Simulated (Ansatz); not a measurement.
Consider Br.

Input file:

```
crystal:
  lattice:
    - [3.293646, -2.1883456, 0.0]
    - [3.293646, 2.1883456, 0.0]
    - [0.0, 0.0, 9.0885944]
  atoms:
    - { symbol: Br, position: [0.1519993088, 0.8480006912, 0.1174321536] }
    - { symbol: Br, position: [0.6519993088, 0.3480006912, 0.3825678464] }
    - { symbol: Br, position: [0.8480006912, 0.1519993088, 0.8825678464] }
    - { symbol: Br, position: [0.3480006912, 0.6519993088, 0.6174321536] }
basis:
  ecutwfc: 420
kpoints:
  mp_grid: { grid: [8, 8, 4] }
hamiltonian:
  xc: pbe
scf:
  occupations: { method: gaussian, width: 0.02 }
output:
  forces: true
  stress: true
  eigenvalues: true
  write_density: true
  write_potential: true
  elf: true
  volumetric_format: npy
```

Command:

```sh
ansatz run input.yaml --threads 1 --pin off --max-ram 1331MiB --backend cpu --events-out ev --progress --plain --runs-dir out
```

Below, planes, directions and counts refer to the conventional cell (a = 6.59 Å, b = 4.38 Å, c = 9.09 Å, α = 90.00°, β = 90.00°, γ = 90.00°).

Space group Cmce; changed on purpose from its base cell (strained and moved within the space group); not relaxed (largest force 0.8 eV/Å); computed pressure about −2 GPa in this cell.

Level of theory: DFT PBE, scalar-relativistic, plane waves, PAW in Ansatz 0.2.0.

Predict the valence pseudo-density and electron localisation function between the atoms.

Answer. Br–Br (2.52 Å): ρ is about 0.5 e/Å³ halfway; the ELF peaks at about 0.70 between the atoms.

Does the calculation make it a metal, or give it a gap?

Answer. It is gapped, with a Kohn–Sham gap of 0.94 eV on the k-point mesh (the band edges may lie off the mesh, which would make the gap smaller).

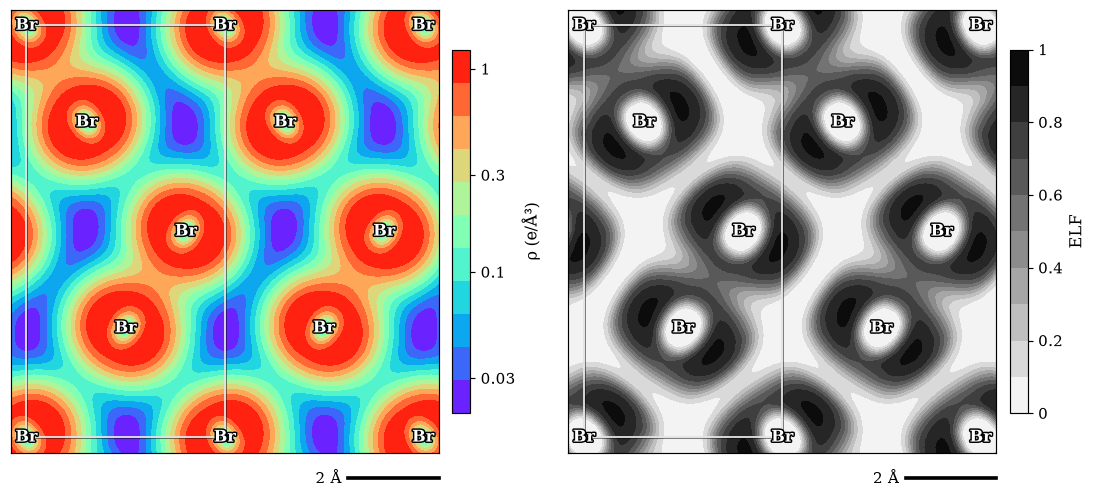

Computed valence pseudo-density and electron localisation function on the (100) plane of the conventional cell, in this order. 
